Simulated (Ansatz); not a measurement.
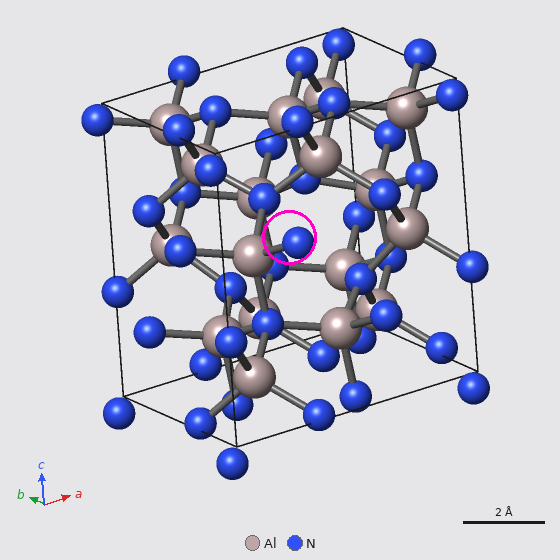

Crystal structure, ball-and-stick style, seen slightly off an axis. The lines enclose the supercell; boundary atoms appear with their images. The host is AlN, in a cell of 36 sites, and the cell carries a charge of -1. A ring marks the defect's site.

**Where does the cell differ from the host, and how?**

An aluminium vacancy. Around the empty site lie four N at about 2.1 Å.

Run with Ansatz, DFT PBEsol, scalar-relativistic, plane waves, PAW and these settings: E_cut = 420 eV, Brillouin-zone sampling on a 2×2×2 mesh, Gaussian smearing of 0.02 eV, collinear spins.

**Does the defect carry a magnetic moment?**

Yes, 2.0 μB in the cell.

The atoms were relaxed in the host's cell with DFT PBEsol, scalar-relativistic, plane waves, PAW in Ansatz.
